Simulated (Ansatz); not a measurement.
## Geometry relaxation, with input and output: Ru (part 2 of 2)

Continued. System: Ru (P6/mmm, 3 atoms in the cell). Method: DFT r2SCAN, scalar-relativistic, plane waves, PAW, no spin polarisation (Ansatz 0.2.0); cutoff 500 eV, 12×12×16 k-mesh, Gaussian smearing of 0.1 eV. The structure was made by swapping elements on the sites of another compound; it need not be a known phase. It belongs to a series of runs on one base structure; here: Ti -> Ru on all its sites, cell and atoms relaxed.

Geometry of the input (Å; fractional positions):
```
4.2893  0.0000  0.0000
-2.1447  3.7147  0.0000
0.0000  0.0000  2.6522
Ru 0.0000  0.0000  0.0000
Ru 0.3333  0.6667  0.5000
Ru 0.6667  0.3333  0.5000
```

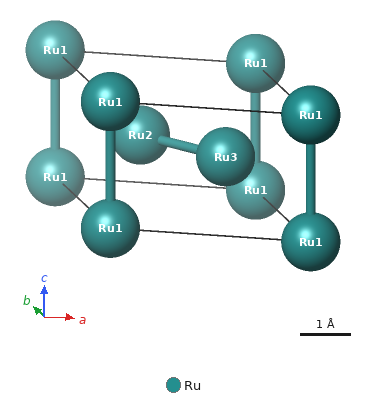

**Figure 1.** The geometry at step 2 of the log (ball-and-stick view of the cell of the calculation, seen slightly off an axis; atoms are numbered from 1 in the order of the input).

**The program's output, continued**
```
SCF iter   1: F=—  HF=-17671.320195 eV  |F-HF|=—  |Δ(HF+E_count)|=         —  Δρ=1.28e-4  dr2=6.56e-6  dr2_τ=1.21e-4  ethr=1.57e-8  ⟨swp⟩=3.0  Hψ=23970  notcnv=0
preconditioner: auto → none  [metal: Δε(μ)=0.002 eV  Ē_g=5.224 eV  σ=0.100 eV  W_gap=0.01  n_scr=8 (ndim 8)  ℏωp=28.2 eV  f_vac=0.000  D(μ)=3.66/eV (n_scr^D=44)]
SCF iter   2: F=—  HF=-17671.320335 eV  |F-HF|=—  |Δ(HF+E_count)|=   1.40e-4  Δρ=2.14e-4  dr2=3.37e-5  dr2_τ=2.44e-6  ethr=1.37e-8  ⟨swp⟩=2.1  Hψ=9112  notcnv=0  recentre
SCF iter   3: F=—  HF=-17671.320333 eV  |F-HF|=—  |Δ(HF+E_count)|=   1.92e-6  Δρ=1.45e-4  dr2=1.60e-5  dr2_τ=1.23e-6  ethr=1.37e-8  ⟨swp⟩=2.0  Hψ=7284  notcnv=0
SCF iter   4: F=—  HF=-17671.320331 eV  |F-HF|=—  |Δ(HF+E_count)|=   1.21e-6  Δρ=4.39e-5  dr2=3.74e-7  dr2_τ=6.72e-8  ethr=1.37e-8  ⟨swp⟩=1.5  Hψ=5164  notcnv=0
SCF iter   5: F=—  HF=-17671.320332 eV  |F-HF|=—  |Δ(HF+E_count)|=   3.64e-7  Δρ=3.56e-5  dr2=5.10e-7  dr2_τ=2.70e-8  ethr=6.25e-10  ⟨swp⟩=5.8  Hψ=21929  notcnv=0
SCF iter   6: F=-17671.320332 eV  HF=-17671.320332 eV  |F-HF|=5.75e-8  |Δ(HF+E_count)|=   1.24e-7  Δρ=1.48e-5  dr2=8.68e-8  dr2_τ=4.53e-9  ethr=6.25e-10  ⟨swp⟩=2.4  Hψ=16938  notcnv=0
SCF 4 converged in 6 iterations: F = -17671.320332 eV  dr2 = 8.68e-8
relax step   4: F+E_penalty+E_count = -17671.32033162 eV  Δ(F+E_penalty+E_count) = -1.134e-4 eV  max|allowed force component| = 1.804e-16 eV/Å  Δτ_max = 0.0000 Å  P = -0.018 GPa  Ω = 41.473 Å³  energy of the carried Pulay correction = +5.718e-4 eV  (6 SCF iters, dr2 threshold 3.00e-7 eV, accepted)
Initial wavefunctions: pseudopotential atomic-orbital guess (no wavefunctions were taken with the density)
iter 1 solved again at ethr=3.26e-8 eV; its pass at ethr=3.10e-3 eV (dr2=1.56e-5 eV) is discarded
SCF iter   1: F=—  HF=-17671.319772 eV  |F-HF|=—  |Δ(HF+E_count)|=         —  Δρ=1.44e-4  dr2=5.02e-7  dr2_τ=3.57e-6  ethr=3.26e-8  ⟨swp⟩=3.4  Hψ=32606  notcnv=0
preconditioner: auto → none  [metal: Δε(μ)=0.002 eV  Ē_g=5.223 eV  σ=0.100 eV  W_gap=0.01  n_scr=8 (ndim 8)  ℏωp=28.2 eV  f_vac=0.000  D(μ)=3.66/eV (n_scr^D=44)]
SCF iter   2: F=—  HF=-17671.319793 eV  |F-HF|=—  |Δ(HF+E_count)|=   2.06e-5  Δρ=7.16e-5  dr2=2.12e-7  dr2_τ=8.09e-7  ethr=1.04e-9  ⟨swp⟩=2.1  Hψ=7099  notcnv=0
SCF iter   3: F=—  HF=-17671.319800 eV  |F-HF|=—  |Δ(HF+E_count)|=   7.32e-6  Δρ=8.26e-5  dr2=5.34e-6  dr2_τ=3.94e-7  ethr=4.41e-10  ⟨swp⟩=2.4  Hψ=8955  notcnv=0  recentre
SCF iter   4: F=—  HF=-17671.319800 eV  |F-HF|=—  |Δ(HF+E_count)|=   3.95e-7  Δρ=8.96e-6  dr2=4.73e-9  dr2_τ=1.23e-8  ethr=4.41e-10  ⟨swp⟩=2.0  Hψ=7329  notcnv=0
SCF iter   5: F=—  HF=-17671.319801 eV  |F-HF|=—  |Δ(HF+E_count)|=   1.17e-7  Δρ=1.35e-6  dr2=1.98e-10  dr2_τ=1.24e-10  ethr=9.86e-12  ⟨swp⟩=2.1  Hψ=8569  notcnv=0
SCF iter   6: F=-17671.319801 eV  HF=-17671.319801 eV  |F-HF|=7.64e-11  |Δ(HF+E_count)|=  9.09e-10  Δρ=3.63e-7  dr2=2.30e-11  dr2_τ=1.13e-11  ethr=1.00e-12  ⟨swp⟩=4.1  Hψ=18034  notcnv=0
SCF 5 converged in 6 iterations: F = -17671.319801 eV  dr2 = 2.30e-11
relax step   5: F+E_penalty+E_count = -17671.31980058 eV  Δ(F+E_penalty+E_count) = +5.310e-4 eV  max|allowed force component| = 1.989e-16 eV/Å  Δτ_max = 0.0000 Å  P = -0.030 GPa  Ω = 41.473 Å³  stress off target by 3.87e-2 GPa  SCF on the basis re-selected at this cell (its energy is not comparable with the rows above)  (6 SCF iters)
basis re-selected at this cell: Δ(F+E_penalty+E_count) = +5.310e-4 eV, ΔP = -0.011 GPa vs the last step (what re-selecting the basis moved, of the pressure what is left beyond the Pulay correction that the steps carried, after the strain that the cell walked since its last selection, with what the two solves' SCF thresholds leave and, on support functions, any second-order correction that the steps lacked; it is no measure of the basis error at this ecutwfc). This SCF's stress stands 3.87e-2 GPa from its target on what of the cell is left free (relax.cell.stress_tol is 1.00e-1 GPa) and its largest allowed force component is 1.99e-16 eV/Å (relax.f_tol is 1.00e-2 eV/Å): within both
SCF converged after 6 iterations
Free energy (F): -17671.319801 eV
Harris-Foulkes:  -17671.319801 eV  (|F-HF|=7.64e-11)
Internal energy: -17671.301493 eV  (E = F + TS)
E sigma→0 (E₀):  -17671.310647 eV
Entropy (-TS):   -0.018308 eV (-6.103 meV/atom)
Fermi energy:    23.073420 eV
--- Per-component energies (eV) ---
  E_band       = -228.114122
  E_kinetic    = 1542.723829
  E_local      = -3854.995298  (includes V_loc(G=0)·N_el)
  E_nonlocal   = 1030.011123
  E_hartree    = 1241.842464
  E_xc         = -552.185636
  E_vxc        = -799.893190  (∫ρ·V_xc dr)
  E_paw        = -10437.201459  (= ΣΔE_a)
  E_vpaw       = -685.936403  (= ΣTr[D̂ρ^β])
  E_aug_tail   = 0.000267  (compensation charges beyond the density's cutoff)
  E_vtau       = 56.290483  (kinetic-family band-sum trace: ∫τ·v_τ [+ j·A + Jᵃ·Aᵃ] dr)
  E_ewald      = -6640.563915
  E_core_change = -0.932867  (= ΣΔE_core)
  E_smearing   = -0.018308  (= −TS)
  E_closure    = 0.000000  (closes the sum)
  Σ components = -17671.319801   (vs F -17671.319801, Δ=0.00e0)
--- Forces (eV/Å), atoms counted from 1 ---
  atom   1  Ru    -0.00000000    -0.00000000    -0.00000000
  atom   2  Ru     0.00000000     0.00000000    -0.00000000
  atom   3  Ru     0.00000000    -0.00000000     0.00000000
  max |Σ_I F_I| component: 3.70e-17 eV/Å
--- Stress (GPa, compression-positive) ---
       -0.038668      -0.000000       0.000000
       -0.000000      -0.038668       0.000000
        0.000000       0.000000      -0.011656
  P = ⅓ Tr σ = -0.0297 GPa (-0.297 kbar)
--- Band table (eV; the first three rows and the last of 171) ---
  k-point 0: bands = ["-52.4293", "-52.1335", "-52.1205", "-21.9933", "-21.9933", "-21.5492", "-21.5492", "-21.2519", "-20.9759", "-20.9365", "-20.9037", "-20.9037", "14.6905", "16.7259", "19.4440", "19.4440", "19.5080", "19.5080", "19.5753", "20.1355", "20.8245", "20.8245", "21.5648", "21.5648", "21.6637", "21.6637", "24.8202", "24.8202", "32.8941"]
  k-point 1: bands = ["-52.4257", "-52.1319", "-52.1180", "-21.9904", "-21.9904", "-21.5420", "-21.5420", "-21.2751", "-20.9988", "-20.9636", "-20.9065", "-20.9065", "14.8049", "16.8428", "19.2954", "19.2954", "19.3970", "19.3970", "19.7394", "20.2507", "20.7084", "20.7084", "21.6850", "21.6850", "21.7963", "21.7963", "24.7620", "24.7620", "32.9870"]
  k-point 2: bands = ["-52.4155", "-52.1271", "-52.1110", "-21.9818", "-21.9818", "-21.5209", "-21.5209", "-21.3405", "-21.0638", "-21.0406", "-20.9146", "-20.9146", "15.1344", "17.1778", "18.8951", "18.8951", "19.1071", "19.1071", "20.2220", "20.5982", "20.6007", "20.6007", "21.7110", "21.7110", "22.2154", "22.2154", "24.6233", "24.6233", "33.2392"]
  k-point 170: bands = ["-52.1947", "-52.1947", "-52.0919", "-22.1703", "-21.7815", "-21.7815", "-21.4874", "-21.4737", "-21.4737", "-21.2214", "-21.2214", "-20.9037", "16.4038", "18.0047", "18.2125", "18.2125", "18.7826", "18.7826", "19.8898", "19.8898", "20.9233", "20.9233", "22.2142", "24.2515", "24.9801", "25.1568", "25.1568", "26.0182", "29.2477"]
--- Relaxed structure (4 steps of the walk, 4 accepted, 1 SCFs on fresh bases) ---
  F+E_penalty+E_count = -17671.31980058 eV   max|allowed force component| = 1.989e-16 eV/Å   (the final SCF, on the basis selected at the relaxed cell)
  cell:  # Å, volume = 41.4726 Å³
    - [4.237725623194935, 1.976399174640254e-34, 0.0]
    - [-2.1188628115974675, 3.6699780439550556, -4.5301280919236075e-19]
    - [0.0, -3.2344686485699614e-19, 2.6666450928239382]
  atoms:
    - { symbol: Ru, position: [-5.312152610253157e-35, -4.824635357143507e-35, -1.1591269220898192e-69] }
    - { symbol: Ru, position: [0.3333333333333333, 0.6666666666666666, 0.4999999999999999] }
    - { symbol: Ru, position: [0.6666666666666666, 0.3333333333333333, 0.4999999999999999] }
```

**Trajectory as extended XYZ (Å, eV, eV/Å), 5 frames, from step=1 to step=5**
```
3
Lattice="4.2893 0.0000 0.0000 -2.1447 3.7147 0.0000 0.0000 0.0000 2.6522" Properties=species:S:1:pos:R:3:forces:R:3 step=1 energy=-17671.29182 pressure_GPa=-6.10
Ru    0.0000    0.0000    0.0000    0.0000   0.0000   0.0000
Ru    0.0000    2.4764    1.3261    0.0000   0.0000   0.0000
Ru    2.1447    1.2382    1.3261    0.0000   0.0000   0.0000
3
Lattice="4.1964 0.0000 0.0000 -2.0982 3.6342 0.0000 0.0000 0.0000 2.6587" Properties=species:S:1:pos:R:3:forces:R:3 step=2 energy=-17671.29658 pressure_GPa=7.83
Ru    0.0000    0.0000    0.0000    0.0000   0.0000   0.0000
Ru    0.0000    2.4228    1.3294    0.0000   0.0000   0.0000
Ru    2.0982    1.2114    1.3294    0.0000   0.0000   0.0000
3
Lattice="4.2400 0.0000 0.0000 -2.1200 3.6720 0.0000 0.0000 0.0000 2.6670" Properties=species:S:1:pos:R:3:forces:R:3 step=3 energy=-17671.32022 pressure_GPa=-0.41
Ru    0.0000    0.0000    0.0000    0.0000   0.0000   0.0000
Ru    0.0000    2.4480    1.3335    0.0000   0.0000   0.0000
Ru    2.1200    1.2240    1.3335    0.0000   0.0000   0.0000
3
Lattice="4.2377 0.0000 0.0000 -2.1189 3.6700 0.0000 0.0000 0.0000 2.6666" Properties=species:S:1:pos:R:3:forces:R:3 step=4 energy=-17671.32033 pressure_GPa=-0.02
Ru    0.0000    0.0000    0.0000    0.0000   0.0000   0.0000
Ru    0.0000    2.4467    1.3333    0.0000   0.0000   0.0000
Ru    2.1189    1.2233    1.3333    0.0000   0.0000   0.0000
3
Lattice="4.2377 0.0000 0.0000 -2.1189 3.6700 0.0000 0.0000 0.0000 2.6666" Properties=species:S:1:pos:R:3:forces:R:3 step=5 energy=-17671.31980 pressure_GPa=-0.03
Ru    0.0000    0.0000    0.0000    0.0000   0.0000   0.0000
Ru    0.0000    2.4467    1.3333    0.0000   0.0000   0.0000
Ru    2.1189    1.2233    1.3333    0.0000   0.0000   0.0000
```

**Results in brief**

```json
{"quantity": "outcome", "value": "converged"}
{"quantity": "space group (tolerance 0.01 Å)", "value": "P6/mmm (191)"}
{"quantity": "electrons treated", "value": "48"}
{"quantity": "free energy", "value": "−17671.3198 eV"}
{"quantity": "Fermi energy", "value": "23.073 eV"}
{"quantity": "gap on the k-point mesh", "value": "none (metallic)"}
{"quantity": "pressure", "value": "−0.03 GPa"}
{"quantity": "final volume", "value": "41.47 Å³"}
{"quantity": "largest force (length of the vector) at the end", "value": "under 0.001 eV/Å"}
{"quantity": "final cell", "value": "a = 4.238 Å, b = 4.238 Å, c = 2.667 Å, α = 90.00°, β = 90.00°, γ = 120.00°"}
{"quantity": "hardware", "value": "1 thread of Intel Xeon @ 2.50GHz (Skylake/Cascade Lake), 192 GiB of memory available, shared host"}
{"quantity": "wall time", "value": "3.2 min"}
{"quantity": "peak memory", "value": "0.63 GiB"}
```
